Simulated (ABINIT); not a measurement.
MoS2: single-point calculation

The run: single-point calculation of MoS2 (P6₃/mmc, 6 atoms in the cell). Method and program: Kohn-Sham DFT of a periodic cell, PBE, JTH PAW PBE v2.0, no spin polarisation (ABINIT 10.8.3).

The structure derives from an entry of the Crystallography Open Database.

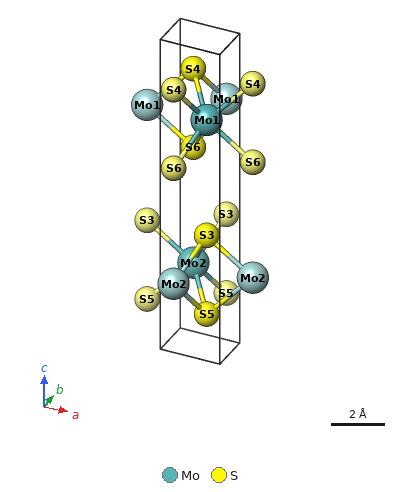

Figure 1. The structure (ball-and-stick view of the cell of the calculation, seen slightly off an axis; neighbours outside the cell are drawn fainter; atoms are numbered from 1 in the order of the input).

Input:
```
# Pseudopotentials
pp_dirpath "./"
pseudos "Mo.GGA_PBE-JTH.xml, S.GGA_PBE-JTH.xml"

# Structure
acell 3*1.0 Angstrom
rprim
     3.1690000000     0.0000000000     0.0000000000
    -1.5845000000     2.7444345046     0.0000000000
     0.0000000000     0.0000000000    12.3240000000
ntypat 2
znucl 42 16
natom 6
typat 1 1 2 2 2 2
xred
     0.6666666667     0.3333333333     0.7500000000
     0.3333333333     0.6666666667     0.2500000000
     0.6666666667     0.3333333333     0.3770000000
     0.3333333333     0.6666666667     0.8770000000
     0.6666666667     0.3333333333     0.1230000000
     0.3333333333     0.6666666667     0.6230000000

# Plane-wave basis
ecut 544.227725 eV
pawecutdg 40.0

# k points
kptopt 1
ngkpt 8 8 2
nshiftk 1
shiftk 0.0 0.0 0.0

# Exchange and correlation
ixc 11

# Bands and occupations
nband 32
occopt 3
tsmear 0.00183747

# SCF cycle
nstep 100
tolvrs 1.0e-9

# Output
iomode 3
prtwf 0
prtden 0
prteig 0
prtebands 0
enunit 2
```

Run as:
```bash
abinit run.abi > log 2>&1
```

What the program printed:
```
.Version 10.8.3 of ABINIT
 Symmetries : space group P6_3/m m c (#194); Bravais hP (primitive hexag.)
================================================================================
 Values of the parameters that define the memory need of the present run
     intxc =       0    ionmov =       0      iscf =      17    lmnmax =      18
     lnmax =       6     mgfft =      96  mpssoang =       3    mqgrid =    6631
     natom =       6  nloc_mem =       2    nspden =       1   nspinor =       1
    nsppol =       1      nsym =      24    n1xccc =       1    ntypat =       2
    occopt =       3   xclevel =       2
       mpw =        3132          nfft =       69984          nkpt =          20
 PAW method is used; the additional fine FFT grid is defined by:
   mgfftf=       135    nfftf =    174960
================================================================================
================================================================================

--------------------------------------------------------------------------------
------------- Echo of variables that govern the present computation ------------
--------------------------------------------------------------------------------
 -outvars: echo values of preprocessed input variables --------
            acell      1.8897261259E+00  1.8897261259E+00  1.8897261259E+00 Bohr
              amu      9.59400000E+01  3.20660000E+01
             ecut      2.00000000E+01 Hartree
           enunit           2
              ixc          11
         kptrlatt        8    0    0      0    8    0      0    0    2
          kptrlen      4.65779696E+01
            natom           6
            nband          32
            ngfft          27      27      96
          ngfftdg          36      36     135
             nkpt          20
            nstep         100
             nsym          24
           ntypat           2
           occopt           3
        pawecutdg      4.00000000E+01 Hartree
         pawxcdev           0
           prtden           0
        prtebands           0
           prteig           0
            prtwf           0
            rprim      3.1690000000E+00  0.0000000000E+00  0.0000000000E+00
                      -1.5845000000E+00  2.7444345046E+00  0.0000000000E+00
                       0.0000000000E+00  0.0000000000E+00  1.2324000000E+01
          spgroup         194
           tolvrs      1.00000000E-09
           tsmear      1.83747000E-03 Hartree
            typat      1  1  2  2  2  2
           useylm           1
           xangst      1.5845000000E+00  9.1481150153E-01  9.2430000000E+00
                      -1.8798140419E-17  1.8296230031E+00  3.0810000000E+00
                       1.5845000000E+00  9.1481150153E-01  4.6461480000E+00
                      -1.8798140419E-17  1.8296230031E+00  1.0808148000E+01
                       1.5845000000E+00  9.1481150153E-01  1.5158520000E+00
                      -1.8798140419E-17  1.8296230031E+00  7.6778520000E+00
            xcart      2.9942710465E+00  1.7287431947E+00  1.7466738582E+01
                      -3.5523337068E-17  3.4574863895E+00  5.8222461939E+00
                       2.9942710465E+00  1.7287431947E+00  8.7799472604E+00
                      -3.5523337068E-17  3.4574863895E+00  2.0424439648E+01
                       2.9942710465E+00  1.7287431947E+00  2.8645451274E+00
                      -3.5523337068E-17  3.4574863895E+00  1.4509037515E+01
             xred      6.6666666667E-01  3.3333333333E-01  7.5000000000E-01
                       3.3333333333E-01  6.6666666667E-01  2.5000000000E-01
                       6.6666666667E-01  3.3333333333E-01  3.7700000000E-01
                       3.3333333333E-01  6.6666666667E-01  8.7700000000E-01
                       6.6666666667E-01  3.3333333333E-01  1.2300000000E-01
                       3.3333333333E-01  6.6666666667E-01  6.2300000000E-01
            znucl       42.00000   16.00000

================================================================================

 chkinp: Checking input parameters for consistency.

================================================================================
== DATASET  1 ==================================================================

--- !DatasetInfo
iteration_state: {dtset: 1, }
dimensions: {natom: 6, nkpt: 20, mband: 32, nsppol: 1, nspinor: 1, nspden: 1, mpw: 3132, }
cutoff_energies: {ecut:  20.0, pawecutdg:  40.0, }
electrons: {nelect:   5.20000000E+01, charge:   0.00000000E+00, occopt:   3.00000000E+00, tsmear:   1.83747000E-03, }
meta: {optdriver: 0, ionmov: 0, optcell: 0, iscf: 17, paral_kgb: 0, }
...

 Exchange-correlation functional for the present dataset will be:
  GGA: Perdew-Burke-Ernzerhof functional - ixc=11
  J.P.Perdew, K.Burke, M.Ernzerhof, PRL 77, 3865 (1996)

 Real(R)+Recip(G) space primitive vectors, cartesian coordinates (Bohr,Bohr^-1):
 R(1)=  5.9885421  0.0000000  0.0000000  G(1)=  0.1669856  0.0964092  0.0000000
 R(2)= -2.9942710  5.1862296  0.0000000  G(2)=  0.0000000  0.1928183  0.0000000
 R(3)=  0.0000000  0.0000000 23.2889848  G(3)=  0.0000000  0.0000000  0.0429388
 Unit cell volume ucvol=  7.2330822E+02 bohr^3
 Angles (23,13,12)=  9.00000000E+01  9.00000000E+01  1.20000000E+02 degrees

 Coarse grid specifications (used for wave-functions):

 getcut: wavevector=  0.0000  0.0000  0.0000  ngfft=  27  27  96
         ecut(hartree)=     20.000   => boxcut(ratio)=   2.04758

 Fine grid specifications (used for densities):

 getcut: wavevector=  0.0000  0.0000  0.0000  ngfft=  36  36 135
         ecut(hartree)=     40.000   => boxcut(ratio)=   2.02097

--- Pseudopotential description ------------------------------------------------
- pspini: atom type   1  psp file is ./Mo.GGA_PBE-JTH.xml
 Pseudopotential format is: paw10
 basis_size (lnmax)=  6 (lmn_size= 18), orbitals=   0   0   1   1   2   2
 Spheres core radius: rc_sph= 2.20740211
 Shapefunction is SIN type: shapef(r)=[sin(pi*r/rshp)/(pi*r/rshp)]**2
 Radius for shape functions =  1.91008465
 Compensation charge density is not taken into account in XC energy/potential

- pspini: atom type   2  psp file is ./S.GGA_PBE-JTH.xml
 Pseudopotential format is: paw10
 basis_size (lnmax)=  4 (lmn_size=  8), orbitals=   0   0   1   1
 Spheres core radius: rc_sph= 1.90380259
 Shapefunction is SIN type: shapef(r)=[sin(pi*r/rshp)/(pi*r/rshp)]**2
 Radius for shape functions =  1.40128485
 Compensation charge density is not taken into account in XC energy/potential

   3.55438669E+03                                ecore*ucvol(ha*bohr**3)
--------------------------------------------------------------------------------

================================================================================

--- !BeginCycle
iteration_state: {dtset: 1, }
solver: {iscf: 17, nstep: 100, nline: 4, wfoptalg: 10, }
tolerances: {tolvrs: 1.00E-09, }
...

     iter   Etot(hartree)      deltaE(h)  residm     nres2
 ETOT  1  -178.41936711180    -1.784E+02 7.681E-01 2.345E+01
 ETOT  2  -179.19258329420    -7.732E-01 2.962E-02 5.593E+00
 ETOT  3  -179.17864678594     1.394E-02 2.043E-02 1.213E+00
 ETOT  4  -179.17771356046     9.332E-04 4.974E-03 2.361E-01
 ETOT  5  -179.17728964851     4.239E-04 4.939E-03 1.738E-02
 ETOT  6  -179.17726580340     2.385E-05 1.108E-03 4.721E-03
 ETOT  7  -179.17726978664    -3.983E-06 1.058E-03 1.034E-04
 ETOT  8  -179.17727166307    -1.876E-06 1.267E-03 2.638E-05
 ETOT  9  -179.17727182976    -1.667E-07 8.288E-04 6.015E-06
 ETOT 10  -179.17727185888    -2.912E-08 1.115E-03 8.919E-08
 ETOT 11  -179.17727186139    -2.508E-09 8.562E-04 1.688E-08
 ETOT 12  -179.17727186136     2.115E-11 1.001E-03 3.122E-09
 ETOT 13  -179.17727186137    -3.496E-12 6.225E-04 1.405E-10

 At SCF step   13       nres2   =  1.41E-10 < tolvrs=  1.00E-09 =>converged.

 Cartesian components of stress tensor (hartree/bohr^3)
  sigma(1 1)= -6.55550731E-05  sigma(3 2)=  0.00000000E+00
  sigma(2 2)= -6.55550732E-05  sigma(3 1)=  0.00000000E+00
  sigma(3 3)= -7.54239147E-05  sigma(2 1)=  0.00000000E+00

--- !ResultsGS
iteration_state: {dtset: 1, }
comment   : Summary of ground state results
lattice_vectors:
- [  5.9885421,   0.0000000,   0.0000000, ]
- [ -2.9942710,   5.1862296,   0.0000000, ]
- [  0.0000000,   0.0000000,  23.2889848, ]
lattice_lengths: [   5.98854,    5.98854,   23.28898, ]
lattice_angles: [ 90.000,  90.000, 120.000, ] # degrees, (23, 13, 12)
lattice_volume:   7.2330822E+02
convergence: {deltae: -3.496E-12, res2:  1.405E-10, residm:  6.225E-04, diffor: null, }
etotal    :  -1.79177272E+02
entropy   :   0.00000000E+00
fermie    :   3.21897020E-01
cartesian_stress_tensor: # hartree/bohr^3
- [ -6.55550731E-05,   0.00000000E+00,   0.00000000E+00, ]
- [  0.00000000E+00,  -6.55550732E-05,   0.00000000E+00, ]
- [  0.00000000E+00,   0.00000000E+00,  -7.54239147E-05, ]
pressure_GPa:   2.0255E+00
xred      :
- [  6.6667E-01,   3.3333E-01,   7.5000E-01, Mo]
- [  3.3333E-01,   6.6667E-01,   2.5000E-01, Mo]
- [  6.6667E-01,   3.3333E-01,   3.7700E-01,  S]
- [  3.3333E-01,   6.6667E-01,   8.7700E-01,  S]
- [  6.6667E-01,   3.3333E-01,   1.2300E-01,  S]
- [  3.3333E-01,   6.6667E-01,   6.2300E-01,  S]
cartesian_forces: # hartree/bohr
- [ -0.00000000E+00,   8.00419904E-29,  -0.00000000E+00, ]
- [  2.24816423E-29,  -6.27356141E-29,  -0.00000000E+00, ]
- [ -0.00000000E+00,   2.16329704E-30,  -1.16028025E-03, ]
- [ -1.12408211E-29,  -2.37962674E-29,  -1.16028025E-03, ]
- [ -0.00000000E+00,   8.65318815E-30,   1.16028025E-03, ]
- [ -1.12408211E-29,  -4.32659408E-30,   1.16028025E-03, ]
force_length_stats: {min:   6.66421902E-29, max:   1.16028025E-03, mean:   7.73520164E-04, }
...

 Integrated electronic density in atomic spheres:
 ------------------------------------------------
 Atom  Sphere_radius  Integrated_density
    1        2.20740         11.28353767
    2        2.20740         11.28353767
    3        1.90380          3.59562341
    4        1.90380          3.59411441
    5        1.90380          3.59411441
    6        1.90380          3.59562341

================================================================================

 ----iterations are completed or convergence reached----

 Mean square residual over all n,k,spin=   44.912E-07; max=  62.250E-05
 reduced coordinates (array xred) for    6 atoms
       0.666666666667      0.333333333333      0.750000000000
       0.333333333333      0.666666666667      0.250000000000
       0.666666666667      0.333333333333      0.377000000000
       0.333333333333      0.666666666667      0.877000000000
       0.666666666667      0.333333333333      0.123000000000
       0.333333333333      0.666666666667      0.623000000000
 rms dE/dt=  1.2738E-02; max dE/dt=  2.7022E-02; dE/dt below (all hartree)
    1       0.000000000000     -0.000000000000      0.000000000000
    2      -0.000000000000      0.000000000000      0.000000000000
    3       0.000000000000      0.000000000000      0.027021749002
    4       0.000000000000      0.000000000000      0.027021749002
    5       0.000000000000     -0.000000000000     -0.027021749002
    6       0.000000000000      0.000000000000     -0.027021749002

 cartesian coordinates (angstrom) at end:
    1      1.58450000000000     0.91481150153333     9.24300000000000
    2     -0.00000000000000     1.82962300306667     3.08100000000000
    3      1.58450000000000     0.91481150153333     4.64614800000000
    4     -0.00000000000000     1.82962300306667    10.80814800000000
    5      1.58450000000000     0.91481150153333     1.51585200000000
    6     -0.00000000000000     1.82962300306667     7.67785200000000

 cartesian forces (hartree/bohr) at end:
    1     -0.00000000000000     0.00000000000000    -0.00000000000000
    2      0.00000000000000    -0.00000000000000    -0.00000000000000
    3     -0.00000000000000     0.00000000000000    -0.00116028024673
    4     -0.00000000000000    -0.00000000000000    -0.00116028024673
    5     -0.00000000000000     0.00000000000000     0.00116028024673
    6     -0.00000000000000    -0.00000000000000     0.00116028024673
 frms,max,avg= 5.4696135E-04 1.1602802E-03   0.000E+00  0.000E+00  0.000E+00 h/b

 cartesian forces (eV/Angstrom) at end:
    1     -0.00000000000000     0.00000000000000    -0.00000000000000
    2      0.00000000000000    -0.00000000000000    -0.00000000000000
    3     -0.00000000000000     0.00000000000000    -0.05966400917908
    4     -0.00000000000000    -0.00000000000000    -0.05966400917908
    5     -0.00000000000000     0.00000000000000     0.05966400917908
    6     -0.00000000000000    -0.00000000000000     0.05966400917908
 frms,max,avg= 2.8125884E-02 5.9664009E-02   0.000E+00  0.000E+00  0.000E+00 e/A
 length scales=  1.889726125908  1.889726125908  1.889726125908 bohr
              =  1.000000000000  1.000000000000  1.000000000000 angstroms
 Fermi (or HOMO) energy (hartree) =   0.32190   Average Vxc (hartree)=  -0.39586
 Eigenvalues (hartree) for nkpt=  20  k points:
 kpt#   1, nband= 32, wtk=  0.00781, kpt=  0.0000  0.0000  0.0000 (reduced coord)
  -1.95502   -1.95502   -1.00467   -1.00467   -0.99661   -0.99661   -0.99661   -0.99661
  -0.24356   -0.23365   -0.19896   -0.18271    0.05435    0.09243    0.17801    0.18642
   0.18642    0.18691    0.18691    0.22672    0.22672    0.22845    0.22845    0.26267
   0.26413    0.30617    0.38354    0.38365    0.38464    0.38591    0.38939    0.39106
      occupation numbers for kpt#   1
   2.00000    2.00000    2.00000    2.00000    2.00000    2.00000    2.00000    2.00000
   2.00000    2.00000    2.00000    2.00000    2.00000    2.00000    2.00000    2.00000
   2.00000    2.00000    2.00000    2.00000    2.00000    2.00000    2.00000    2.00000
   2.00000    1.99962    0.00000    0.00000    0.00000    0.00000    0.00000    0.00000
 prteigrs : prtvol=0 or 1, do not print more k-points.

 Fermi (or HOMO) energy (eV) =   8.75926   Average Vxc (eV)= -10.77198
 Eigenvalues (   eV  ) for nkpt=  20  k points:
 kpt#   1, nband= 32, wtk=  0.00781, kpt=  0.0000  0.0000  0.0000 (reduced coord)
 -53.19869  -53.19869  -27.33852  -27.33844  -27.11927  -27.11927  -27.11927  -27.11927
  -6.62757   -6.35793   -5.41398   -4.97182    1.47886    2.51509    4.84391    5.07285
   5.07285    5.08620    5.08620    6.16949    6.16949    6.21637    6.21637    7.14753
   7.18739    8.33136   10.43667   10.43961   10.46660   10.50118   10.59579   10.64134
 prteigrs : prtvol=0 or 1, do not print more k-points.

--- !EnergyTerms
iteration_state     : {dtset: 1, }
comment             : Components of total free energy in Hartree
kinetic             :  3.72119137001682E+01
hartree             :  5.68515592670923E+01
xc                  : -2.25591039580813E+01
Ewald energy        : -1.19847493795111E+02
psp_core            :  4.91406925119998E+00
local_psp           : -1.61136330213944E+02
PAW spherical_terms :  2.53881162963268E+01
internal            : -1.79177269452349E+02
'-kT*entropy'       : -1.21956879715902E-07
total_energy        : -1.79177269574305E+02
total_energy_eV     : -4.87566188888669E+03
...

--- !EnergyTermsDC
iteration_state     : {dtset: 1, }
comment             : '"Double-counting" decomposition of free energy'
band_energy         : -1.63829103071643E+01
Ewald energy        : -1.19847493795111E+02
psp_core            :  4.91406925119998E+00
xc_dc               : -5.40833484335891E+01
PAW spherical_terms :  6.22241154525294E+00
internal            : -1.79177271739411E+02
'-kT*entropy'       : -1.21956879715902E-07
total_energy_dc     : -1.79177271861368E+02
total_energy_dc_eV  : -4.87566195112083E+03
...

--- !EnergyTermsWithPAWCore
iteration_state     : {dtset: 1, }
comment             : 'Components of total free energy, including PAW core contributions'
Total energy        : -9.69501791315738E+03
Total energy DC     : -9.69501791544444E+03
Total energy (eV)   : -2.63814877096630E+05
Total energy DC (eV): -2.63814877158864E+05
...

 Cartesian components of stress tensor (hartree/bohr^3)
  sigma(1 1)= -6.55550731E-05  sigma(3 2)=  0.00000000E+00
  sigma(2 2)= -6.55550732E-05  sigma(3 1)=  0.00000000E+00
  sigma(3 3)= -7.54239147E-05  sigma(2 1)=  0.00000000E+00

-Cartesian components of stress tensor (GPa)         [Pressure=  2.0255E+00 GPa]
- sigma(1 1)= -1.92869684E+00  sigma(3 2)=  0.00000000E+00
- sigma(2 2)= -1.92869684E+00  sigma(3 1)=  0.00000000E+00
- sigma(3 3)= -2.21904818E+00  sigma(2 1)=  0.00000000E+00

== END DATASET(S) ==============================================================
================================================================================

 -outvars: echo values of variables after computation  --------
            acell      1.8897261259E+00  1.8897261259E+00  1.8897261259E+00 Bohr
           etotal     -1.7917727186E+02
            fcart     -0.0000000000E+00  8.0041990396E-29 -0.0000000000E+00
                       2.2481642287E-29 -6.2735614094E-29 -0.0000000000E+00
                      -0.0000000000E+00  2.1632970377E-30 -1.1602802467E-03
                      -1.1240821144E-29 -2.3796267415E-29 -1.1602802467E-03
                      -0.0000000000E+00  8.6531881509E-30  1.1602802467E-03
                      -1.1240821144E-29 -4.3265940755E-30  1.1602802467E-03
            rprim      3.1690000000E+00  0.0000000000E+00  0.0000000000E+00
                      -1.5845000000E+00  2.7444345046E+00  0.0000000000E+00
                       0.0000000000E+00  0.0000000000E+00  1.2324000000E+01
           strten     -6.5555073127E-05 -6.5555073162E-05 -7.5423914651E-05
                       0.0000000000E+00  0.0000000000E+00  0.0000000000E+00
           xangst      1.5845000000E+00  9.1481150153E-01  9.2430000000E+00
                      -1.8798140419E-17  1.8296230031E+00  3.0810000000E+00
                       1.5845000000E+00  9.1481150153E-01  4.6461480000E+00
                      -1.8798140419E-17  1.8296230031E+00  1.0808148000E+01
                       1.5845000000E+00  9.1481150153E-01  1.5158520000E+00
                      -1.8798140419E-17  1.8296230031E+00  7.6778520000E+00
             xred      6.6666666667E-01  3.3333333333E-01  7.5000000000E-01
                       3.3333333333E-01  6.6666666667E-01  2.5000000000E-01
                       6.6666666667E-01  3.3333333333E-01  3.7700000000E-01
                       3.3333333333E-01  6.6666666667E-01  8.7700000000E-01
                       6.6666666667E-01  3.3333333333E-01  1.2300000000E-01
                       3.3333333333E-01  6.6666666667E-01  6.2300000000E-01
 Calculation completed.
```

Results in brief:

- outcome: converged
- space group (tolerance 0.01 Å): P6₃/mmc (194)
- electrons treated: 52
- free energy: −4875.6620 eV
- Fermi energy: 8.759 eV
- gap on the k-point mesh: 0.98 eV
- pressure: 2.03 GPa
- largest force (length of the vector): 0.060 eV/Å
- hardware: 1 thread of Arm Neoverse V1, 24 GiB of memory available, shared host
- wall time: 1.7 min
- peak memory: 0.19 GiB
